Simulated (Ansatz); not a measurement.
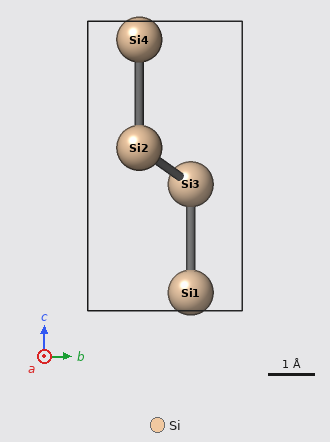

**Figure 1.** The structure (ball-and-stick view of the cell of the calculation, along the a axis; atoms are numbered from 1 in the order of the input). An atom can appear more than once, as a periodic image. Near neighbours in the periodic cell (some may lie outside the picture): Si has 4 Si at 2.33 to 2.40 Å.

Run report: Si, single-point calculation

The run: single-point calculation of Si (4 atoms in the cell). Method and program: DFT PBE, scalar-relativistic, plane waves, PAW, PAW set soft_1, no spin polarisation (Ansatz 0.2.0).

The structure derives from a Materials Project entry. Figures and captions count atoms from 1; the log counts them from 0 in places.

## What the program printed
```
Engine: ansatz 0.2.0, aarch64-unknown-linux-gnu
Pseudopotentials: kind: paw
Pseudopotential: Si, paw, valence charge 4, recommended cutoff 420 eV (normal), [file]
Functional definition: PBE
  parameter kappa = 0.804
  parameter beta = 0.06672455060314922
  exchange = pbe_x(kappa = kappa, mu = beta*pi^2/3)
  correlation = pbe_c(beta = beta)
Crystal: 4 atoms, lattice volume = 81.714 Å³
Basis set: ecut = 420 eV, 1615 PW (Γ), exchange–correlation on 54×54×90 points (8 copies of the dense FFT grid, shifted against one another)
Bands: 12, of which v1, the nominal top of the filled ones, is band 8 counted from 1 (7 counted from 0)
Symmetry: 4 space group operations
Space group: P21/m (ITA 11), of the structure as read, at distance tolerance 4.3e-5 Å
k-points: 296 of 864
Non-local potential: Si, projectors of the file, l = 0: 2, l = 1: 2, l = 2: 1
PAW form: soft (Blöchl's): semilocal exchange-correlation on the pseudo side does not see the compensation charge
PAW one-centre angular grid: Si, 110 points (default); XC on 64 Gauss nodes
Initial density: superposition of atomic densities (chi_scale 0.1, normalization cell)
Initial wavefunctions: pseudopotential atomic-orbital guess
Functional: x = pbe(κ = 0.804, μ = 0.2195149727645171), c = pbe(β = 0.06672455060314922)
SCF iter   1: F=—  HF=-2543.514187 eV  |F-HF|=—  |Δ(HF+E_count)|=         —  Δρ=4.51e-2  dr2=1.53e0  ethr=3.10e-3  ⟨swp⟩=7.2  Hψ=28393  notcnv=0
preconditioner: auto → none  [insulator: Δε(μ)=0.546 eV  Ē_g=7.936 eV  σ=0.050 eV  W_gap=1.00  n_scr=10 (ndim 8)  ℏωp=16.4 eV  f_vac=0.000  D(μ)=0.00/eV (n_scr^D=0)  ε∞_Penn≈5.3]
SCF iter   2: F=—  HF=-2543.210705 eV  |F-HF|=—  |Δ(HF+E_count)|=   3.03e-1  Δρ=2.00e-2  dr2=2.58e-1  ethr=3.10e-3  ⟨swp⟩=3.0  Hψ=9400  notcnv=0
SCF iter   3: F=—  HF=-2543.167141 eV  |F-HF|=—  |Δ(HF+E_count)|=   4.36e-2  Δρ=1.61e-3  dr2=1.44e-3  ethr=1.61e-3  ⟨swp⟩=1.9  Hψ=4091  notcnv=0
SCF iter   4: F=—  HF=-2543.167750 eV  |F-HF|=—  |Δ(HF+E_count)|=   6.09e-4  Δρ=2.72e-4  dr2=6.19e-5  ethr=8.99e-6  ⟨swp⟩=2.2  Hψ=6755  notcnv=0
SCF iter   5: F=—  HF=-2543.167722 eV  |F-HF|=—  |Δ(HF+E_count)|=   2.81e-5  Δρ=8.42e-5  dr2=3.32e-6  ethr=3.87e-7  ⟨swp⟩=2.5  Hψ=5757  notcnv=0
SCF iter   6: F=—  HF=-2543.167726 eV  |F-HF|=—  |Δ(HF+E_count)|=   4.82e-6  Δρ=1.64e-5  dr2=2.01e-7  ethr=2.07e-8  ⟨swp⟩=2.0  Hψ=5840  notcnv=0
SCF iter   7: F=-2543.167726 eV  HF=-2543.167726 eV  |F-HF|=1.49e-9  |Δ(HF+E_count)|=   4.96e-8  Δρ=1.67e-6  dr2=2.35e-9  ethr=6.25e-10  ⟨swp⟩=9.8  Hψ=27193  notcnv=0
SCF 1 converged in 7 iterations: F = -2543.167726 eV  dr2 = 2.35e-9
  greatest PAW one-centre occupation: 0.623 electrons in one spin orbital (limit 2), on the Si atom at site 3 (counted from 0), in its partial waves of l = 0
SCF converged after 7 iterations
Free energy (F): -2543.167726 eV
Harris-Foulkes:  -2543.167726 eV  (|F-HF|=1.49e-9)
Internal energy: -2543.167721 eV  (E = F + TS)
E sigma→0 (E₀):  -2543.167724 eV
Entropy (-TS):   -0.000006 eV (-0.001 meV/atom)
Fermi energy:    6.407068 eV
--- Per-component energies (eV) ---
  E_band       = 16.057304
  E_kinetic    = 161.390438
  E_local      = -101.612384  (includes V_loc(G=0)·N_el)
  E_nonlocal   = 90.743658
  E_hartree    = 30.956938
  E_xc         = -225.107733
  E_vxc        = -190.053491  (∫ρ·V_xc dr)
  E_paw        = -2046.214382  (= ΣΔE_a)
  E_vpaw       = -6.324628  (= ΣTr[D̂ρ^β])
  E_aug_tail   = 0.000151  (compensation charges beyond the density's cutoff)
  E_ewald      = -453.324408
  E_smearing   = -0.000006  (= −TS)
  E_closure    = 0.000000  (closes the sum)
  Σ components = -2543.167726   (vs F -2543.167726, Δ=0.00e0)
--- Forces (eV/Å), atoms counted from 1 ---
  atom   1  Si     0.17100689     0.25434908     0.01369368
  atom   2  Si    -0.17100689    -0.25434908     0.01369368
  atom   3  Si     0.17100689     0.25434908    -0.01369368
  atom   4  Si    -0.17100689    -0.25434908    -0.01369368
  max |Σ_I F_I| component: 5.55e-17 eV/Å
--- Stress (GPa, compression-positive) ---
        3.141996       1.729284       0.000000
        1.729284      -2.774017       0.000000
        0.000000       0.000000       0.036035
  P = ⅓ Tr σ = 0.1347 GPa (1.347 kbar)
--- Band table (eV; the first three rows and the last of 296) ---
  k-point 0: bands = ["-5.8318", "-3.5888", "-0.8814", "4.6704", "4.8491", "5.9209", "6.1859", "6.3287", "7.1550", "8.1248", "8.5198", "8.5606"]
  k-point 1: bands = ["-5.7433", "-3.9034", "-0.3999", "4.7330", "4.9062", "5.0788", "6.0180", "6.1679", "7.2518", "8.2687", "8.6690", "8.8682"]
  k-point 2: bands = ["-5.4807", "-4.4975", "0.6901", "3.5601", "4.9465", "5.1202", "5.6505", "5.8110", "7.5246", "8.4679", "8.6144", "9.0299"]
  k-point 295: bands = ["-2.9931", "-2.9931", "-0.9356", "-0.9356", "3.7895", "3.7895", "3.9254", "3.9254", "7.1792", "7.1792", "7.9521", "7.9521"]
```

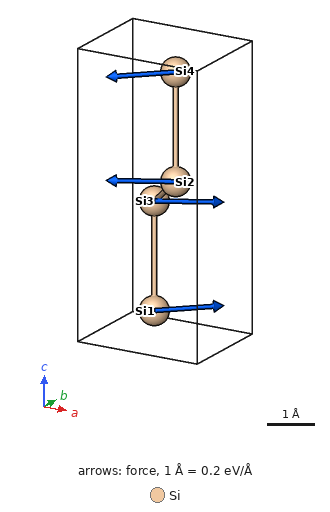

**Figure 2.** Forces on the atoms as blue arrows (ball-and-stick view of the cell of the calculation, seen slightly off an axis; atoms are numbered from 1 in the order of the input). The largest act on all 4 Si atoms (0.31 eV/Å). The geometry is not a stationary point of this energy.

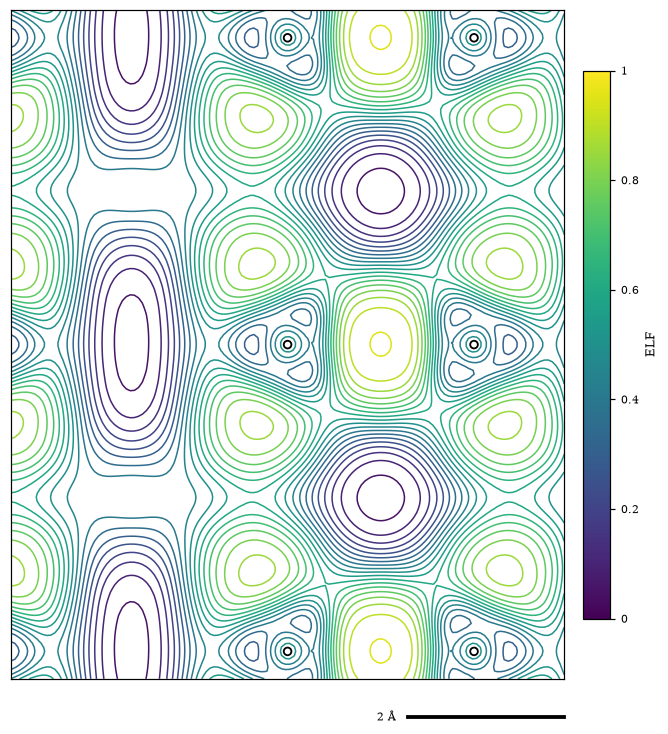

**Figure 3.** Electron localisation function on the (101̄) plane of the conventional cell. Circles mark the nuclei in the plane (Si). Atoms in the plane: Si. Si–Si (2.38 Å): the ELF peaks at about 0.95 between the atoms (localised, shared-pair bonding). The fields are those of the smooth PAW valence density.

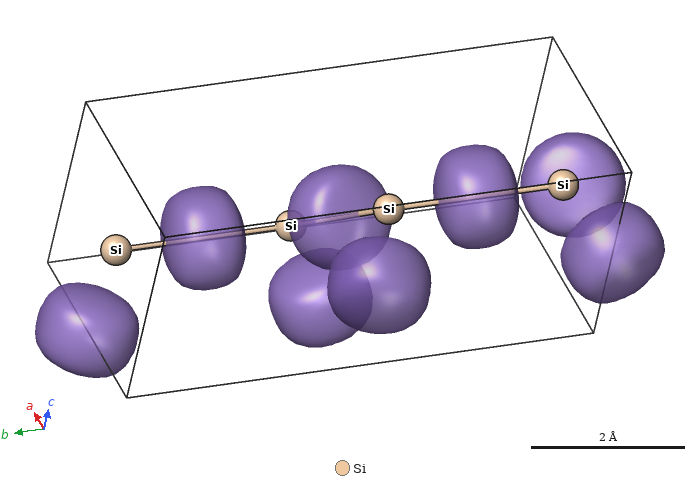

**Figure 4.** Isosurface of the electron localisation function at 0.8 (purple), seen at an oblique angle. Only the valence region is drawn (cores and ρ < 0.01 e/Å³ removed). Sticks mark near contacts. The outline is the cell set on symmetry axes. The ELF exceeds this value in eight regions between bonded Si–Si atoms (shared pairs), counted in one cell of 4 atoms. Along the contacts the grid gives the following. Si–Si (2.38 Å): the ELF peaks at about 0.95 between the atoms, which marks a shared electron pair.

This output came from the following input.

## Input file
```yaml
crystal:
  lattice:
    - [3.783688266, -0.038510822, 0.0]
    - [-1.9251954832, 3.4127552951, 0.0]
    - [0.0, 0.0, 6.3646810974]
  atoms:
    - { symbol: Si, position: [0.3333333333, 0.6666666667, 0.0629320729] }
    - { symbol: Si, position: [0.6666666667, 0.3333333333, 0.5629320729] }
    - { symbol: Si, position: [0.3333333333, 0.6666666667, 0.4370679271] }
    - { symbol: Si, position: [0.6666666667, 0.3333333333, 0.9370679271] }
basis:
  ecutwfc: 420
kpoints:
  mp_grid: { grid: [12, 12, 6] }
hamiltonian:
  xc: pbe
  pseudopotentials: { kind: paw, azcp: { folder: soft_1 } }
scf:
  occupations: { method: gaussian, width: 0.05 }
output:
  forces: true
  stress: true
  eigenvalues: true
  write_density: true
  write_potential: true
  elf: true
  volumetric_format: npy
```

Command:
```bash
ansatz run input.yaml --threads 2 --pin off --max-ram 4096MiB --backend cpu --events-out ev --progress --plain --runs-dir out
```

## Summary

```json
{"quantity": "outcome", "value": "converged"}
{"quantity": "space group (tolerance 0.01 Å)", "value": "P2₁/m (11)"}
{"quantity": "electrons treated", "value": "16"}
{"quantity": "free energy", "value": "−2543.1677 eV"}
{"quantity": "Fermi energy", "value": "6.407 eV"}
{"quantity": "gap on the k-point mesh", "value": "0.16 eV"}
{"quantity": "pressure", "value": "0.13 GPa"}
{"quantity": "largest force (length of the vector)", "value": "0.307 eV/Å"}
{"quantity": "hardware", "value": "2 threads of Arm Neoverse N1, 98 GiB of memory available, shared host"}
{"quantity": "wall time", "value": "20 s (CPU time 39 s)"}
{"quantity": "peak memory", "value": "0.51 GiB"}
```
